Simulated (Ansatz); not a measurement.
**What a change does: single-point calculation on GaP**

System: GaP (4 atoms in the cell).
Method of the first run: Kohn-Sham DFT of a periodic cell, PBE, Ansatz PAW, no spin polarisation (Ansatz 0.2.0).

The structure derives from a Materials Project entry. Text and figures count atoms from 1; the logs count them from 0 in places.

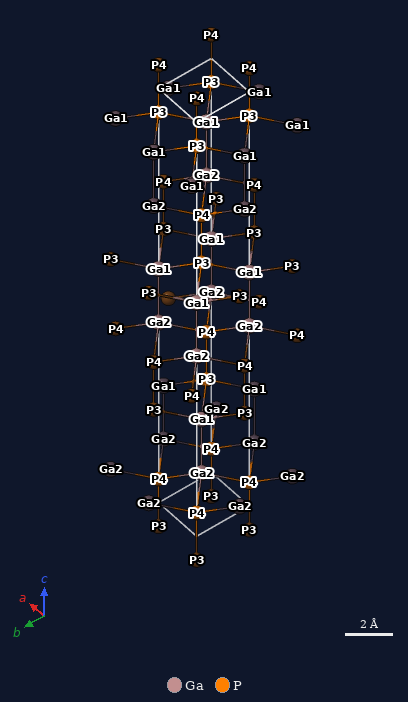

Figure 1. The structure as given in the input (ball-and-stick view of the cell 3 times as large as that of the calculation, set on its symmetry axes, seen at an oblique angle; neighbours outside the cell are drawn fainter; atoms are numbered from 1 in the order of the input).

Input file, the first run:
```yaml
crystal:
  lattice:
    - [1.9430151755, 1.1218003346, 6.4308101003]
    - [-1.9430151755, 1.1218003346, 6.4308101003]
    - [0.0, -2.2436006692, 6.4308101003]
  atoms:
    - { symbol: Ga, position: [0.564628, 0.564628, 0.564628] }
    - { symbol: Ga, position: [0.435372, 0.435372, 0.435372] }
    - { symbol: P, position: [0.942611, 0.942611, 0.942611] }
    - { symbol: P, position: [0.057389, 0.057389, 0.057389] }
hamiltonian:
  xc: pbe
  pseudopotentials: { kind: paw }
kpoints:
  mp_grid: { grid: [8, 8, 8] }
scf:
  occupations: { method: fermi_dirac, width: 0.05 }
output:
  forces: true
  stress: true
  eigenvalues: true
```

Command:
```bash
ansatz run input.yaml --threads 2 --pin off --max-ram 5120MiB --backend cpu --events-out ev --progress --plain --runs-dir out
```

Hardware: 2 threads of AMD EPYC (Zen 4), 64 GiB of memory available, shared host.

Output, shortened to warnings, some set-up lines, iterations and results (the first run):
```
Basis set: ecut = 420 eV, 1677 PW (Γ), FFT grids on a1−a3, a2−a3, a3, exchange–correlation on 54×54×96 points (8 copies of the dense FFT grid, shifted against one another)
Symmetry: 12 space group operations
k-points: 65 of 512
Initial density: superposition of atomic densities (neutral atoms: chi_scale 0, normalization atom), corrected by the library's trained network
[...]
SCF iter   1: F=—  HF=-9078.600492 eV  |F-HF|=—  |Δ(HF+E_count)|=         —  Δρ=2.70e-3  dr2=2.09e-2  ethr=1.77e-3  ⟨swp⟩=6.4  Hψ=7365  notcnv=0
SCF iter   2: F=—  HF=-9078.593908 eV  |F-HF|=—  |Δ(HF+E_count)|=   6.58e-3  Δρ=1.05e-3  dr2=1.27e-3  ethr=5.79e-5  ⟨swp⟩=3.1  Hψ=3520  notcnv=0
SCF iter   3: F=—  HF=-9078.593737 eV  |F-HF|=—  |Δ(HF+E_count)|=   1.71e-4  Δρ=4.89e-4  dr2=2.33e-4  ethr=3.52e-6  ⟨swp⟩=2.0  Hψ=2600  notcnv=0
SCF iter   4: F=—  HF=-9078.593742 eV  |F-HF|=—  |Δ(HF+E_count)|=   5.41e-6  Δρ=2.45e-4  dr2=5.68e-5  ethr=6.48e-7  ⟨swp⟩=2.0  Hψ=2616  notcnv=0
SCF iter   5: F=—  HF=-9078.593800 eV  |F-HF|=—  |Δ(HF+E_count)|=   5.73e-5  Δρ=6.34e-5  dr2=3.91e-6  ethr=1.58e-7  ⟨swp⟩=2.1  Hψ=2096  notcnv=0
SCF iter   6: F=—  HF=-9078.593802 eV  |F-HF|=—  |Δ(HF+E_count)|=   2.62e-6  Δρ=1.58e-5  dr2=1.45e-7  ethr=1.09e-8  ⟨swp⟩=2.0  Hψ=2654  notcnv=0
SCF iter   7: F=-9078.593802 eV  HF=-9078.593802 eV  |F-HF|=1.47e-8  |Δ(HF+E_count)|=   1.79e-7  Δρ=7.38e-6  dr2=2.45e-8  ethr=2.78e-10  ⟨swp⟩=7.2  Hψ=7015  notcnv=0
SCF 1 converged in 7 iterations: F = -9078.593802 eV  dr2 = 2.45e-8
SCF converged after 7 iterations
Free energy (F): -9078.593802 eV
Harris-Foulkes:  -9078.593802 eV  (|F-HF|=1.47e-8)
Internal energy: -9078.593799 eV  (E = F + TS)
E sigma→0 (E₀):  -9078.593801 eV
Entropy (-TS):   -0.000004 eV (-0.001 meV/atom)
Fermi energy:    7.384836 eV
--- Per-component energies (eV) ---
  E_band       = -126.631472
  E_kinetic    = 371.227878
  E_local      = -4517.741039  (includes V_loc(G=0)·N_el)
  E_nonlocal   = 915.389622
  E_hartree    = 2088.253769
  E_xc         = -261.019502
  E_vxc        = -237.244511  (∫ρ·V_xc dr)
  E_paw        = -5114.727943  (= ΣΔE_a)
  E_vpaw       = -834.759981  (= ΣTr[D̂ρ^β])
  E_aug_tail   = -0.000209  (compensation charges beyond the density's cutoff)
  E_ewald      = -2559.976375
  E_smearing   = -0.000004  (= −TS)
  E_closure    = 0.000000  (closes the sum)
  Σ components = -9078.593802   (vs F -9078.593802, Δ=0.00e0)
--- Forces (eV/Å), atoms counted from 1 ---
  atom   1  Ga     0.00000000    -0.00000000    -0.05345683
  atom   2  Ga     0.00000000     0.00000000     0.05345683
  atom   3  P      0.00000000    -0.00000000    -0.05322827
  atom   4  P     -0.00000000     0.00000000     0.05322827
  max |Σ_I F_I| component: 2.78e-17 eV/Å
--- Stress (GPa, compression-positive) ---
       -0.031909       0.000000       0.000000
        0.000000      -0.031909       0.000000
        0.000000       0.000000       0.176470
  P = ⅓ Tr σ = 0.0376 GPa (0.376 kbar)
```

For the second run the input was changed thus:
```diff
-    - [1.9430151755, 1.1218003346, 6.4308101003]
-    - [-1.9430151755, 1.1218003346, 6.4308101003]
-    - [0.0, -2.2436006692, 6.4308101003]
+    - [1.9167549946, 1.1066390121, 6.3438966068]
+    - [-1.9167549946, 1.1066390121, 6.3438966068]
+    - [0.0, -2.2132780241, 6.3438966068]
```

What does this change do to the results?

With the same functional and potentials, the second run lies 8.3 meV per atom higher. The pressure goes from 0.04 to 3.23 GPa. The largest force goes from 0.053 to 0.164 eV/Å. The volume per atom goes from 21.03 to 20.18 Å³. The cell is scaled evenly with the atoms at fixed fractional positions, so −ΔP/Δ ln V estimates the bulk modulus midway between the two volumes: about 78 GPa. The number of SCF iterations is the same. The plane waves at Γ go from 1677 to 1551.

Output, shortened to warnings, some set-up lines, iterations and results (the second run):
```
Basis set: ecut = 420 eV, 1551 PW (Γ), FFT grids on a1−a3, a2−a3, a3, exchange–correlation on 54×54×90 points (8 copies of the dense FFT grid, shifted against one another)
Symmetry: 12 space group operations
k-points: 65 of 512
Initial density: superposition of atomic densities (neutral atoms: chi_scale 0, normalization atom), corrected by the library's trained network
[...]
SCF iter   1: F=—  HF=-9078.568162 eV  |F-HF|=—  |Δ(HF+E_count)|=         —  Δρ=2.78e-3  dr2=2.18e-2  ethr=1.77e-3  ⟨swp⟩=6.5  Hψ=7394  notcnv=0
SCF iter   2: F=—  HF=-9078.560979 eV  |F-HF|=—  |Δ(HF+E_count)|=   7.18e-3  Δρ=1.09e-3  dr2=1.30e-3  ethr=6.06e-5  ⟨swp⟩=3.1  Hψ=3543  notcnv=0
SCF iter   3: F=—  HF=-9078.560723 eV  |F-HF|=—  |Δ(HF+E_count)|=   2.56e-4  Δρ=4.85e-4  dr2=2.30e-4  ethr=3.61e-6  ⟨swp⟩=2.0  Hψ=2604  notcnv=0
SCF iter   4: F=—  HF=-9078.560707 eV  |F-HF|=—  |Δ(HF+E_count)|=   1.58e-5  Δρ=2.36e-4  dr2=4.59e-5  ethr=6.39e-7  ⟨swp⟩=2.0  Hψ=2623  notcnv=0
SCF iter   5: F=—  HF=-9078.560750 eV  |F-HF|=—  |Δ(HF+E_count)|=   4.26e-5  Δρ=6.53e-5  dr2=3.58e-6  ethr=1.27e-7  ⟨swp⟩=3.0  Hψ=3079  notcnv=0
SCF iter   6: F=—  HF=-9078.560752 eV  |F-HF|=—  |Δ(HF+E_count)|=   1.99e-6  Δρ=1.53e-5  dr2=1.44e-7  ethr=9.96e-9  ⟨swp⟩=2.0  Hψ=2660  notcnv=0
SCF iter   7: F=-9078.560752 eV  HF=-9078.560752 eV  |F-HF|=1.98e-8  |Δ(HF+E_count)|=   2.01e-7  Δρ=8.59e-6  dr2=3.34e-8  ethr=2.78e-10  ⟨swp⟩=7.4  Hψ=7133  notcnv=0
SCF 1 converged in 7 iterations: F = -9078.560752 eV  dr2 = 3.34e-8
SCF converged after 7 iterations
Free energy (F): -9078.560752 eV
Harris-Foulkes:  -9078.560752 eV  (|F-HF|=1.98e-8)
Internal energy: -9078.560749 eV  (E = F + TS)
E sigma→0 (E₀):  -9078.560750 eV
Entropy (-TS):   -0.000004 eV (-0.001 meV/atom)
Fermi energy:    7.892083 eV
--- Per-component energies (eV) ---
  E_band       = -111.796647
  E_kinetic    = 373.772074
  E_local      = -4464.025410  (includes V_loc(G=0)·N_el)
  E_nonlocal   = 915.359356
  E_hartree    = 2067.904847
  E_xc         = -262.289914
  E_vxc        = -238.929651  (∫ρ·V_xc dr)
  E_paw        = -5114.232583  (= ΣΔE_a)
  E_vpaw       = -833.770084  (= ΣTr[D̂ρ^β])
  E_aug_tail   = -0.000216  (compensation charges beyond the density's cutoff)
  E_ewald      = -2595.048903
  E_smearing   = -0.000004  (= −TS)
  E_closure    = 0.000000  (closes the sum)
  Σ components = -9078.560752   (vs F -9078.560752, Δ=0.00e0)
--- Forces (eV/Å), atoms counted from 1 ---
  atom   1  Ga    -0.00000000    -0.00000000    -0.10646380
  atom   2  Ga     0.00000000     0.00000000     0.10646380
  atom   3  P      0.00000000    -0.00000000    -0.16350942
  atom   4  P     -0.00000000     0.00000000     0.16350942
  max |Σ_I F_I| component: 2.78e-17 eV/Å
--- Stress (GPa, compression-positive) ---
        2.967710       0.000000       0.000000
        0.000000       2.967710       0.000000
        0.000000       0.000000       3.756815
  P = ⅓ Tr σ = 3.2307 GPa (32.307 kbar)
```

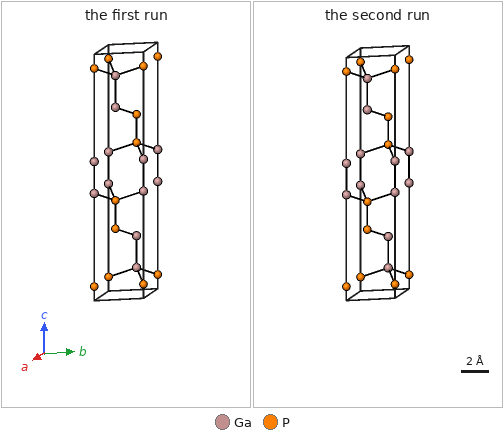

Figure 2. The two input geometries at one scale (ball-and-stick view of the cell 3 times as large as that of the calculation, set on its symmetry axes, seen slightly off an axis). No atom moves by more than 0.005 Å relative to the cell. Cell: a = b 3.886 → 3.834 Å (−1.4 %), c 19.292 → 19.032 Å (−1.4 %). Volume −4.0 %. Among the contacts that change: Ga–Ga 2.494 → 2.460 Å, Ga–P 2.403 → 2.371 Å, P–P 2.214 → 2.184 Å.

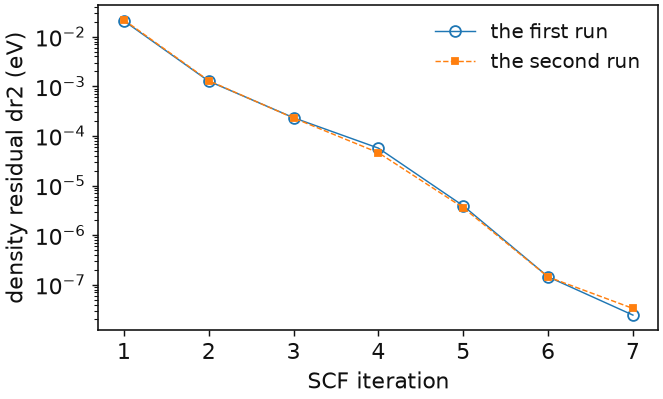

Figure 3. Convergence of the two runs: density residual dr2 against the SCF iteration. The first run takes 7 iterations in all, and the second run takes 7.

The two runs side by side:

```csv
quantity,the first run,the second run
outcome,converged,converged
free energy per atom (eV),−2269.6485,−2269.6402
gap on the mesh (eV),0.83,0.83
pressure (GPa),0.04,3.23
volume per atom (Å³),21.03,20.18
largest force (eV/Å),0.053,0.164
SCF iterations,7,7
irreducible k-points,65,65
plane waves at Γ,1677,1551
wall time (shared host),2.1 s,2.1 s
```
